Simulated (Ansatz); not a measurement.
# Geometry relaxation of TiSi₂ (part 2 of 2)

Continued. System: TiSi₂ (6 atoms in the cell). Method: DFT r2SCAN, scalar-relativistic, plane waves, PAW, no spin polarisation (Ansatz 0.2.0); cutoff 500 eV, 10×10×10 k-mesh, Gaussian smearing of 0.1 eV. The structure derives from a Materials Project entry.

### Output, continued
```
--- Per-component energies (eV) ---
  E_band       = -254.410466
  E_kinetic    = 721.479068
  E_local      = -2059.261603  (includes V_loc(G=0)·N_el)
  E_nonlocal   = 113.418261
  E_hartree    = 895.802811
  E_xc         = -399.385245
  E_vxc        = -476.468440  (∫ρ·V_xc dr)
  E_paw        = -4192.414173  (= ΣΔE_a)
  E_vpaw       = -372.087674  (= ΣTr[D̂ρ^β])
  E_aug_tail   = 0.000216  (compensation charges beyond the density's cutoff)
  E_vtau       = 26.904146  (kinetic-family band-sum trace: ∫τ·v_τ [+ j·A + Jᵃ·Aᵃ] dr)
  E_ewald      = -2647.146835
  E_core_change = -0.812646  (= ΣΔE_core)
  E_smearing   = -0.006503  (= −TS)
  E_closure    = 0.000000  (closes the sum)
  Σ components = -7568.326650   (vs F -7568.326650, Δ=0.00e0)
--- Forces (eV/Å), atoms counted from 1 ---
  atom   1  Ti     0.00000000    -0.00079729     0.00000000
  atom   2  Ti    -0.00000000     0.00079729    -0.00000000
  atom   3  Si    -0.00000000    -0.00126430    -0.00000000
  atom   4  Si     0.00000000     0.00126430     0.00000000
  atom   5  Si     0.00000000    -0.00063462     0.00000000
  atom   6  Si    -0.00000000     0.00063462    -0.00000000
  max |Σ_I F_I| component: 1.43e-17 eV/Å
--- Stress (GPa, compression-positive) ---
       -0.008647      -0.000000       0.000000
       -0.000000       0.012827      -0.000000
        0.000000      -0.000000       0.023390
  P = ⅓ Tr σ = 0.0092 GPa (0.092 kbar)
--- Band table (eV; the first three rows and the last of 186) ---
  k-point 0: bands = ["-46.1918", "-46.1819", "-21.4975", "-21.4474", "-21.4439", "-21.4334", "-21.4163", "-21.4048", "-0.8327", "1.5262", "3.9529", "9.5221", "9.7017", "9.8847", "10.2195", "10.3598", "10.7519", "10.8080", "10.8519", "13.5084", "13.8889", "13.9433", "13.9927", "14.4218", "14.5867", "15.2364"]
  k-point 1: bands = ["-46.1911", "-46.1818", "-21.4958", "-21.4517", "-21.4465", "-21.4331", "-21.4222", "-21.4043", "-0.7070", "1.6321", "4.0673", "8.2010", "9.2189", "9.9557", "10.3243", "10.7432", "10.8240", "10.8339", "11.2145", "13.2477", "13.5884", "13.8107", "14.3253", "14.8432", "14.9453", "15.2786"]
  k-point 2: bands = ["-46.1895", "-46.1815", "-21.4926", "-21.4703", "-21.4439", "-21.4359", "-21.4325", "-21.4054", "-0.3330", "1.9488", "4.3705", "6.6722", "7.9091", "10.0189", "10.1480", "10.7079", "10.9606", "11.0275", "12.1243", "12.7845", "13.3220", "13.5125", "14.6948", "14.8276", "15.2774", "15.3615"]
  k-point 185: bands = ["-46.1829", "-46.1829", "-21.5142", "-21.5142", "-21.4341", "-21.4341", "-21.4269", "-21.4269", "2.5975", "2.5975", "3.1985", "3.1985", "9.2060", "9.2060", "9.4399", "9.4399", "10.8271", "10.8271", "12.0833", "12.0833", "13.6130", "13.6130", "14.9161", "14.9161", "15.6834", "15.6834"]
--- Relaxed structure (3 steps of the walk, 3 accepted, 1 SCFs on fresh bases) ---
  F+E_penalty+E_count = -7568.32665045 eV   max|allowed force component| = 1.264e-3 eV/Å   (the final SCF, on the basis selected at the relaxed cell)
  cell:  # Å, volume = 84.9649 Å³
    - [1.764207057443257, -6.755440661403204, 0.0]
    - [1.764207057443257, 6.755440661403204, 0.0]
    - [0.0, 0.0, 3.564561598308212]
  atoms:
    - { symbol: Ti, position: [0.8968274838138475, 0.10317251618615247, 0.75] }
    - { symbol: Ti, position: [0.10317251618615247, 0.8968274838138475, 0.25] }
    - { symbol: Si, position: [0.5583048680743138, 0.4416951319256861, 0.75] }
    - { symbol: Si, position: [0.4416951319256861, 0.5583048680743138, 0.25] }
    - { symbol: Si, position: [0.2498114839899907, 0.7501885160100092, 0.75] }
    - { symbol: Si, position: [0.7501885160100092, 0.2498114839899907, 0.25] }
```

### Trajectory as extended XYZ (Å, eV, eV/Å), 4 frames, from step=1 to step=4
```
6
Lattice="1.7651 -6.7593 0.0000 1.7651 6.7593 0.0000 0.0000 0.0000 3.5652" Properties=species:S:1:pos:R:3:forces:R:3 step=1 energy=-7568.32654 pressure_GPa=-0.16
Ti    1.7651   -5.3653    2.6739    0.0000   0.0171   0.0000
Ti    1.7651    5.3653    0.8913    0.0000  -0.0171   0.0000
Si    1.7651   -0.7875    2.6739    0.0000  -0.0060   0.0000
Si    1.7651    0.7875    0.8913    0.0000   0.0060   0.0000
Si    1.7651    3.3839    2.6739    0.0000  -0.0156   0.0000
Si    1.7651   -3.3839    0.8913    0.0000   0.0156   0.0000
6
Lattice="1.7639 -6.7550 0.0000 1.7639 6.7550 0.0000 0.0000 0.0000 3.5654" Properties=species:S:1:pos:R:3:forces:R:3 step=2 energy=-7568.32666 pressure_GPa=0.01
Ti    1.7639   -5.3606    2.6740    0.0000  -0.0108   0.0000
Ti    1.7639    5.3606    0.8913    0.0000   0.0108   0.0000
Si    1.7639   -0.7876    2.6740    0.0000  -0.0009   0.0000
Si    1.7639    0.7876    0.8913    0.0000   0.0009   0.0000
Si    1.7639    3.3807    2.6740    0.0000  -0.0047   0.0000
Si    1.7639   -3.3807    0.8913    0.0000   0.0047   0.0000
6
Lattice="1.7642 -6.7554 0.0000 1.7642 6.7554 0.0000 0.0000 0.0000 3.5646" Properties=species:S:1:pos:R:3:forces:R:3 step=3 energy=-7568.32667 pressure_GPa=0.01
Ti    1.7642   -5.3615    2.6734    0.0000  -0.0008   0.0000
Ti    1.7642    5.3615    0.8911    0.0000   0.0008   0.0000
Si    1.7642   -0.7877    2.6734    0.0000  -0.0013   0.0000
Si    1.7642    0.7877    0.8911    0.0000   0.0013   0.0000
Si    1.7642    3.3803    2.6734    0.0000  -0.0006   0.0000
Si    1.7642   -3.3803    0.8911    0.0000   0.0006   0.0000
6
Lattice="1.7642 -6.7554 0.0000 1.7642 6.7554 0.0000 0.0000 0.0000 3.5646" Properties=species:S:1:pos:R:3:forces:R:3 step=4 energy=-7568.32665 pressure_GPa=0.01
Ti    1.7642   -5.3615    2.6734    0.0000  -0.0008   0.0000
Ti    1.7642    5.3615    0.8911    0.0000   0.0008   0.0000
Si    1.7642   -0.7877    2.6734    0.0000  -0.0013   0.0000
Si    1.7642    0.7877    0.8911    0.0000   0.0013   0.0000
Si    1.7642    3.3803    2.6734    0.0000  -0.0006   0.0000
Si    1.7642   -3.3803    0.8911    0.0000   0.0006   0.0000
```

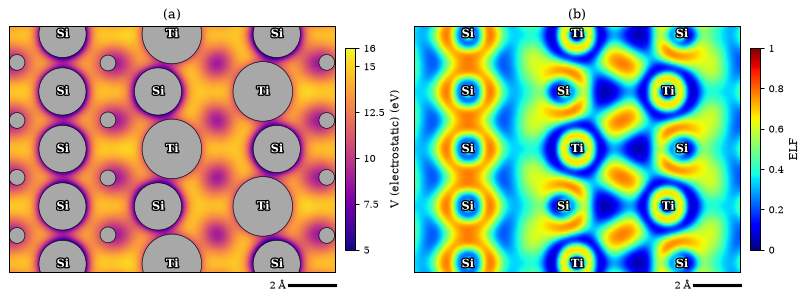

Figure 1. (a) electrostatic potential (local pseudopotential plus Hartree) felt by an electron; (b) ELF on the (101) plane of the conventional cell. Grey discs, where drawn, cover atomic cores. The section cuts through Ti and Si sites. Ti–Si (2.58 Å): the ELF is about 0.45 at the midpoint. Si–Si (2.51 Å): the ELF peaks at about 0.80 between the atoms, which marks a covalent bond. The strong features right at Ti lie inside the PAW spheres (semicore, d or f shells) and say nothing about bonding. Outside the cores the potential energy rises away from the atoms and is highest about 1.7 Å from the nearest atoms; outside the discs it spans about 9 eV, and its zero is arbitrary. The fields are those of the smooth PAW valence density.

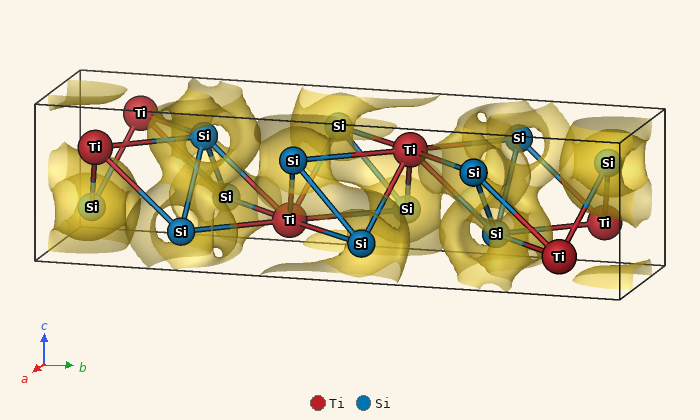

Figure 2. Isosurface of the ELF at 0.65 (yellow), seen slightly off an axis. Only the valence region is drawn (cores and ρ < 0.01 e/Å³ removed). Sticks mark near contacts. The outline is the cell set on symmetry axes. The ELF exceeds this value in channels that run through the cell in one direction and sheets that run through the cell in two directions, counted in one cell of 12 atoms. Profiles from the grid: Si–Si (2.38 Å): the ELF peaks at about 0.75 between the atoms (localised, shared-pair bonding). Ti–Si (2.58 Å): the ELF is about 0.45 at the midpoint.

The run was set up as follows.

### Input
```yaml
crystal:
  lattice:
    - [1.765105025, -6.759281535, 0.0]
    - [1.765105025, 6.759281535, 0.0]
    - [0.0, 0.0, 3.56517397]
  atoms:
    - { symbol: Ti, position: [0.89688192, 0.10311808, 0.75] }
    - { symbol: Ti, position: [0.10311808, 0.89688192, 0.25] }
    - { symbol: Si, position: [0.55825145, 0.44174855, 0.75] }
    - { symbol: Si, position: [0.44174855, 0.55825145, 0.25] }
    - { symbol: Si, position: [0.24968518, 0.75031482, 0.75] }
    - { symbol: Si, position: [0.75031482, 0.24968518, 0.25] }
basis:
  ecutwfc: 500
kpoints:
  mp_grid: { grid: [10, 10, 10] }
hamiltonian:
  xc: r2scan
scf:
  occupations: { method: gaussian, width: 0.1 }
output:
  forces: true
  stress: true
  eigenvalues: true
  write_density: true
  write_potential: true
  elf: true
  volumetric_format: npy
relax:
  adjacent_minimum: "off"
  f_tol: 0.005
  max_steps: 80
  cell: { stress_tol: 0.05 }
```

Run as:
```bash
ansatz run input.yaml --threads 2 --pin off --max-ram 5120MiB --backend cpu --events-out ev --progress --plain --runs-dir out
```

### Summary

| quantity | value |
| --- | --- |
| outcome | converged |
| space group (tolerance 0.01 Å) | Cmcm (63) |
| electrons treated | 40 |
| free energy | −7568.3267 eV |
| Fermi energy | 13.033 eV |
| gap on the k-point mesh | none (metallic) |
| pressure | 0.01 GPa |
| final volume | 84.96 Å³ |
| largest force (length of the vector) at the end | 0.001 eV/Å |
| final cell | a = 6.982 Å, b = 6.982 Å, c = 3.565 Å, α = 90.00°, β = 90.00°, γ = 150.73° |
| hardware | 2 threads of Intel Xeon (Sapphire Rapids), 192 GiB of memory available, shared host |
| wall time | 99 s (CPU time 3.2 min) |
| peak memory | 1.1 GiB |
